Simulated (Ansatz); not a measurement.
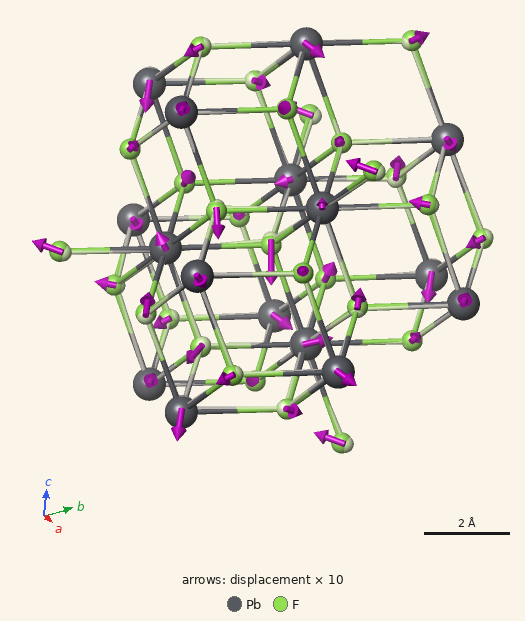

This is a relaxation of crystalline PbF$_{2}$ (set up in P1). The starting structure is drawn faded, the final one solid; purple arrows show the displacements, magnified 10 times.

Style: ball-and-stick. Shown: the atoms within 5.8 Å of the atom that moves most (axes of the cell of the calculation, reduced to other axes), slightly off an axis. Lengths and directions refer to the drawn axes.

The calculation used DFT PBEsol, scalar-relativistic, plane waves, PAW in Ansatz.

The input:
```yaml
crystal:
  lattice:
    - [0.0, 5.8986117102, -5.8986117102]
    - [5.8986117102, 5.8986117102, 0.0]
    - [5.8986117102, 0.0, -5.8986117102]
  atoms:
    - { symbol: Pb, position: [-0.0071339197, 0.0056340114, 0.5060646922] }
    - { symbol: Pb, position: [-0.0108068799, 0.5086925684, 0.5000145598] }
    - { symbol: Pb, position: [0.4961083962, -0.0018877731, 0.4971076956] }
    - { symbol: Pb, position: [0.5020935364, 0.4999071708, 0.5083794193] }
    - { symbol: Pb, position: [-0.0010149772, 4.89019e-05, 0.9961406246] }
    - { symbol: Pb, position: [0.0060151043, 0.4982174797, 0.9985978252] }
    - { symbol: Pb, position: [0.4950486933, -0.0037127914, 1.0062853536] }
    - { symbol: Pb, position: [0.5026978686, 0.5030686762, 0.9916045617] }
    - { symbol: F, position: [0.1261194898, 0.1217394001, 0.1229584921] }
    - { symbol: F, position: [0.1344768928, 0.6193854501, 0.1178236626] }
    - { symbol: F, position: [0.6245429363, 0.1247651963, 0.1343370814] }
    - { symbol: F, position: [0.623054781, 0.6361661111, 0.1191809174] }
    - { symbol: F, position: [0.1221325232, 0.1250094685, 0.6185792] }
    - { symbol: F, position: [0.1220233939, 0.6350379466, 0.6178741419] }
    - { symbol: F, position: [0.6302237701, 0.1188255614, 0.6261049749] }
    - { symbol: F, position: [0.6286334892, 0.6146001935, 0.6303542423] }
    - { symbol: F, position: [0.3700389776, 0.3755327368, 0.3732917312] }
    - { symbol: F, position: [0.3665376523, 0.8770087497, 0.3744736591] }
    - { symbol: F, position: [0.8671293528, 0.3734592732, 0.3794605546] }
    - { symbol: F, position: [0.87831279, 0.8788852734, 0.3707786126] }
    - { symbol: F, position: [0.3712124258, 0.3725322471, 0.8688206138] }
    - { symbol: F, position: [0.3817086952, 0.871717588, 0.8709507144] }
    - { symbol: F, position: [0.8762926895, 0.3771524519, 0.8872656185] }
    - { symbol: F, position: [0.8736763263, 0.8727045993, 0.8729075148] }
basis:
  ecutwfc: 420
  xc_grid: 2
kpoints:
  mp_grid: { grid: [2, 2, 2], shift: [0.0, 0.0, 0.0] }
hamiltonian:
  xc: pbesol
scf:
  occupations: { method: gaussian, width: 0.02 }
output:
  forces: true
  stress: false
  eigenvalues: true
relax:
  adjacent_minimum: "off"
  f_tol: 0.03
  max_steps: 25
```

Launched with:
```bash
ansatz run input.yaml --threads 8 --pin off --max-ram 14336MiB --backend cpu --events-out ev --progress --plain --runs-dir out
```

Q: Which element moves most?

A: Fluorine: up to 0.12 Å, against 0.09 Å for lead.

Q: What happened in the run?

A: The atom that moves furthest is F23 (0.12 Å roughly along [1 0 −1]). By element the largest moves are F 0.12 Å, Pb 0.09 Å. The cell stays as it was. Among the contacts that change: Pb4–F17 2.667 → 2.555 Å, Pb7–F12 2.454 → 2.551 Å, Pb4–F12 2.652 → 2.555 Å, Pb1–F13 2.461 → 2.552 Å. Among the angles between lasting bonds that change: Pb6–F23–Pb8 114.0° → 109.5°, F16–Pb2–F20 75.0° → 70.6°, F10–Pb8–F23 176.1° → 179.9°. The space group (tolerance 0.01 Å) goes from P1 (No. 1) to Fm-3m (No. 225). The energy falls by 0.224 eV per cell of the calculation in 2 accepted moves (4 points after the start). Largest force component: 0.59 eV/Å at the start, 0.0034 eV/Å at the end. The line search rejected the trial step at point 1 of the run. 1 step only repeated the SCF at the same geometry.
